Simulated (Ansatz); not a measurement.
**Two runs on Ge**

System: Ge (4 atoms in the cell).
Method of the first run: DFT, revPBE, plane waves (420 eV) with PAW, scalar-relativistic, no spin polarisation (Ansatz 0.2.0).

Text and figures count atoms from 1; the logs count them from 0 in places.

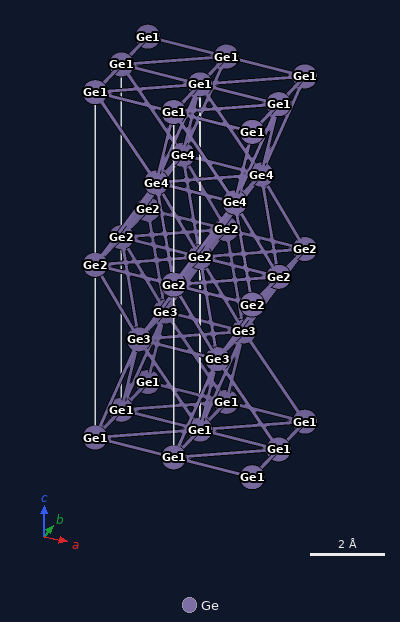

**Figure 1.** The input geometry (ball-and-stick view of the cell of the calculation, repeated 2 × 2 × 1, seen slightly off an axis; atoms are numbered from 1 in the order of the input).

**Input file, the first run**
```yaml
crystal:
  lattice:
    - [2.9534875223, 0.0, 0.0]
    - [-1.4767437612, 2.5577952241, 0.0]
    - [0.0, 0.0, 9.6827828686]
  atoms:
    - { symbol: Ge, position: [1.0, 1.0, 0.0] }
    - { symbol: Ge, position: [1.0, 1.0, 0.5] }
    - { symbol: Ge, position: [0.3333333333, 0.6666666667, 0.25] }
    - { symbol: Ge, position: [0.6666666667, 0.3333333333, 0.75] }
hamiltonian:
  xc: revpbe
  pseudopotentials:
    kind: paw
    azcp:
      Ge: "pseudopotentials/Ge.paw.azcp"
basis:
  ecutwfc: 420
  fft_grid_basis: typed
kpoints:
  mp_grid: { grid: [16, 16, 5], shift: [0, 0, 0] }
magnetization:
  spin_polarized: false
scf:
  occupations: { method: fermi_dirac, width: 0.1 }
output:
  stress: true
  write_density: true
  write_potential: true
  elf: true
  volumetric_format: npy
```

Hardware: 2 threads of an Arm (aarch64) CPU, shared host.

**Output, shortened to warnings, some set-up lines, iterations and results (the first run)**
```
Basis set: ecut = 420 eV, 1389 PW (Γ)
Symmetry: 24 space group operations
k-points: 90 of 1280
Initial density: superposition of atomic densities (neutral atoms: chi_scale 0, normalization atom), corrected by the library's trained network
[...]
SCF iter   1: F=—  HF=-17194.785828 eV  |F-HF|=—  |Δ(HF+E_count)|=         —  Δρ=2.48e-3  dr2=2.98e-3  ethr=1.77e-3  ⟨swp⟩=5.6  Hψ=11206  notcnv=0
SCF iter   2: F=—  HF=-17194.783984 eV  |F-HF|=—  |Δ(HF+E_count)|=   1.84e-3  Δρ=1.26e-3  dr2=1.26e-3  ethr=5.31e-6  ⟨swp⟩=2.0  Hψ=5728  notcnv=0
SCF iter   3: F=—  HF=-17194.783953 eV  |F-HF|=—  |Δ(HF+E_count)|=   3.13e-5  Δρ=6.62e-4  dr2=3.53e-4  ethr=2.25e-6  ⟨swp⟩=1.0  Hψ=3017  notcnv=0
SCF iter   4: F=—  HF=-17194.783913 eV  |F-HF|=—  |Δ(HF+E_count)|=   3.95e-5  Δρ=8.20e-5  dr2=2.46e-6  ethr=6.30e-7  ⟨swp⟩=2.0  Hψ=3529  notcnv=0
SCF iter   5: F=—  HF=-17194.783915 eV  |F-HF|=—  |Δ(HF+E_count)|=   1.56e-6  Δρ=1.42e-5  dr2=1.67e-7  ethr=4.39e-9  ⟨swp⟩=2.0  Hψ=5539  notcnv=0
SCF iter   6: F=-17194.783915 eV  HF=-17194.783915 eV  |F-HF|=7.14e-9  |Δ(HF+E_count)|=   8.37e-9  Δρ=3.48e-6  dr2=7.57e-9  ethr=1.79e-10  ⟨swp⟩=7.8  Hψ=17181  notcnv=0
SCF 1 converged in 6 iterations: F = -17194.783915 eV  dr2 = 7.57e-9
SCF converged after 6 iterations
Free energy (F): -17194.783915 eV
Harris-Foulkes:  -17194.783915 eV  (|F-HF|=7.14e-9)
Internal energy: -17194.717202 eV  (E = F + TS)
E sigma→0 (E₀):  -17194.750558 eV
Entropy (-TS):   -0.066713 eV (-16.678 meV/atom)
Fermi energy:    11.727537 eV
--- Per-component energies (eV) ---
  E_band       = -421.534644
  E_kinetic    = 441.877686
  E_local      = -8403.083157  (includes V_loc(G=0)·N_el)
  E_nonlocal   = 1659.010346
  E_hartree    = 3679.282108
  E_xc         = -303.490491
  E_vxc        = -258.898343  (∫ρ·V_xc dr)
  E_paw        = -8079.730430  (= ΣΔE_a)
  E_vpaw       = -1219.003661  (= ΣTr[D̂ρ^β])
  E_aug_tail   = 0.001421  (compensation charges beyond the density's cutoff)
  E_ewald      = -6188.062493
  E_core_change = -0.522191  (= ΣΔE_core)
  E_smearing   = -0.066713  (= −TS)
  E_closure    = 0.000000  (closes the sum)
  Σ components = -17194.783915   (vs F -17194.783915, Δ=0.00e0)
--- Stress (GPa, compression-positive) ---
        5.349584      -0.000000       0.000000
        0.000000       5.349584       0.000000
        0.000000       0.000000       6.531681
  P = ⅓ Tr σ = 5.7436 GPa (57.436 kbar)
```

For the second run the input was changed thus:
```diff
-    - [2.9534875223, 0.0, 0.0]
-    - [-1.4767437612, 2.5577952241, 0.0]
-    - [0.0, 0.0, 9.6827828686]
+    - [3.1156388923, 0.0, 0.0]
+    - [-1.5578194462, 2.6982224298, 0.0]
+    - [0.0, 0.0, 10.2143837288]
```

What does this change do to the results?

With the same functional and potentials, the second run lies 4.8 meV per atom lower. The pressure goes from 5.74 to −3.89 GPa. The volume per atom goes from 18.29 to 21.47 Å³. The SCF takes 7 iterations against 6. The plane waves at Γ go from 1389 to 1655.

**Output, shortened to warnings, some set-up lines, iterations and results (the second run)**
```
Basis set: ecut = 420 eV, 1655 PW (Γ)
Symmetry: 24 space group operations
k-points: 90 of 1280
Initial density: superposition of atomic densities (neutral atoms: chi_scale 0, normalization atom), corrected by the library's trained network
[...]
SCF iter   1: F=—  HF=-17194.804806 eV  |F-HF|=—  |Δ(HF+E_count)|=         —  Δρ=2.11e-3  dr2=1.97e-3  ethr=1.77e-3  ⟨swp⟩=5.6  Hψ=11041  notcnv=0
SCF iter   2: F=—  HF=-17194.803214 eV  |F-HF|=—  |Δ(HF+E_count)|=   1.59e-3  Δρ=8.64e-4  dr2=8.47e-4  ethr=3.51e-6  ⟨swp⟩=2.0  Hψ=5874  notcnv=0
SCF iter   3: F=—  HF=-17194.803105 eV  |F-HF|=—  |Δ(HF+E_count)|=   1.09e-4  Δρ=5.96e-4  dr2=3.71e-4  ethr=1.51e-6  ⟨swp⟩=2.0  Hψ=5518  notcnv=0
SCF iter   4: F=—  HF=-17194.803064 eV  |F-HF|=—  |Δ(HF+E_count)|=   4.16e-5  Δρ=2.61e-4  dr2=5.81e-5  ethr=6.62e-7  ⟨swp⟩=1.3  Hψ=3094  notcnv=0
SCF iter   5: F=—  HF=-17194.803057 eV  |F-HF|=—  |Δ(HF+E_count)|=   6.29e-6  Δρ=6.00e-5  dr2=2.06e-6  ethr=1.04e-7  ⟨swp⟩=2.0  Hψ=3559  notcnv=0
SCF iter   6: F=—  HF=-17194.803057 eV  |F-HF|=—  |Δ(HF+E_count)|=   2.04e-7  Δρ=1.43e-5  dr2=1.16e-7  ethr=3.68e-9  ⟨swp⟩=2.0  Hψ=5123  notcnv=0
SCF iter   7: F=-17194.803057 eV  HF=-17194.803057 eV  |F-HF|=7.59e-9  |Δ(HF+E_count)|=   5.65e-8  Δρ=2.75e-6  dr2=8.62e-9  ethr=1.79e-10  ⟨swp⟩=7.8  Hψ=18777  notcnv=0
SCF 1 converged in 7 iterations: F = -17194.803057 eV  dr2 = 8.62e-9
SCF converged after 7 iterations
Free energy (F): -17194.803057 eV
Harris-Foulkes:  -17194.803057 eV  (|F-HF|=7.59e-9)
Internal energy: -17194.730268 eV  (E = F + TS)
E sigma→0 (E₀):  -17194.766662 eV
Entropy (-TS):   -0.072789 eV (-18.197 meV/atom)
Fermi energy:    9.379412 eV
--- Per-component energies (eV) ---
  E_band       = -543.722441
  E_kinetic    = 433.487873
  E_local      = -8916.407809  (includes V_loc(G=0)·N_el)
  E_nonlocal   = 1655.691180
  E_hartree    = 3875.734498
  E_xc         = -299.284136
  E_vxc        = -253.031165  (∫ρ·V_xc dr)
  E_paw        = -8077.422059  (= ΣΔE_a)
  E_vpaw       = -1214.937925  (= ΣTr[D̂ρ^β])
  E_aug_tail   = 0.001241  (compensation charges beyond the density's cutoff)
  E_ewald      = -5866.008865
  E_core_change = -0.522191  (= ΣΔE_core)
  E_smearing   = -0.072789  (= −TS)
  E_closure    = 0.000000  (closes the sum)
  Σ components = -17194.803057   (vs F -17194.803057, Δ=0.00e0)
--- Stress (GPa, compression-positive) ---
       -4.154488       0.000000       0.000000
        0.000000      -4.154488       0.000000
        0.000000       0.000000      -3.368679
  P = ⅓ Tr σ = -3.8926 GPa (-38.926 kbar)
```

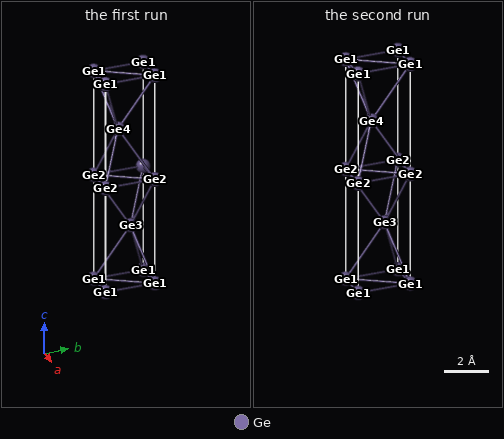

**Figure 2.** The two input geometries at one scale (ball-and-stick view of the cell of the calculation, seen slightly off an axis). No atom moves by more than 0.005 Å relative to the cell. Cell: a = b 2.953 → 3.116 Å (+5.5 %), c 9.683 → 10.214 Å (+5.5 %). Volume +17.4 %. Among the contacts that change: Ge1–Ge3 2.961 → 3.124 Å, Ge1–Ge1 2.953 → 3.116 Å.

**The two runs side by side**

```csv
quantity,the first run,the second run
outcome,converged,converged
free energy per atom (eV),−4298.6960,−4298.7008
"energy per atom, smearing taken to zero (eV)",−4298.6876,−4298.6917
pressure (GPa),5.74,−3.89
volume per atom (Å³),18.29,21.47
SCF iterations,6,7
irreducible k-points,90,90
plane waves at Γ,1389,1655
wall time (shared host),8.4 s,10 s
```

For the first run: The cell is under a pressure of 5.7 GPa at this level, so it is not at its equilibrium volume.
